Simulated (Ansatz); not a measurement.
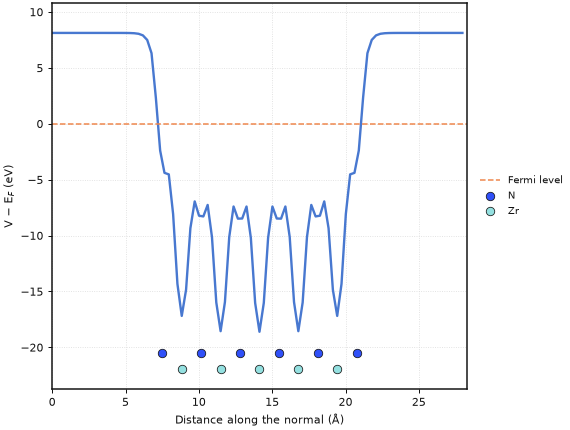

Plane-averaged electrostatic potential energy of an electron across the slab; circles at the bottom mark the heights of the atoms.

This input was run:

```
crystal:
  lattice:
    - [3.2489094159, 0.0, 0.0]
    - [-1.6244547079, 2.8136380888, 0.0]
    - [0.0, 0.0, 28.2636171491]
  atoms:
    - { symbol: "N", position: [0.3333333333, 0.6666666667, 0.2653588166] }
    - { symbol: Zr, position: [0.6666666667, 0.3333333333, 0.3122870533] }
    - { symbol: "N", position: [0.0, 0.0, 0.35921529] }
    - { symbol: Zr, position: [0.3333333333, 0.6666666667, 0.4061435266] }
    - { symbol: "N", position: [0.6666666667, 0.3333333333, 0.4530717633] }
    - { symbol: Zr, position: [0.0, 0.0, 0.5] }
    - { symbol: "N", position: [0.3333333333, 0.6666666667, 0.5469282367] }
    - { symbol: Zr, position: [0.6666666667, 0.3333333333, 0.5938564734] }
    - { symbol: "N", position: [0.0, 0.0, 0.64078471] }
    - { symbol: Zr, position: [0.3333333333, 0.6666666667, 0.6877129467] }
    - { symbol: "N", position: [0.6666666667, 0.3333333333, 0.7346411834] }
basis:
  ecutwfc: 420
kpoints:
  mp_grid: { grid: [12, 12, 1] }
hamiltonian:
  xc: pbesol
scf:
  occupations: { method: gaussian, width: 0.1 }
output:
  forces: true
  stress: true
  eigenvalues: true
efield:
  axis: 3
  dipole_correction: true
  ramp_width: 0.04
```

Launched with:
```bash
ansatz run input.yaml --threads 1 --pin off --max-ram 2560MiB --backend cpu --events-out ev --progress --plain --runs-dir out
```

Q: What is the work function?

A: The work function is 8.12 eV, the same on both faces. The two vacuum levels agree, so the slab has no net dipole along its normal.

Q: How thick are slab and vacuum?

A: The outermost atoms are 13.3 Å apart, which leaves 15.0 Å of vacuum in a cell 28.3 Å high.

The atoms aren't at rest in this cell (largest force 6.1 eV/Å), so the relaxed material can differ.
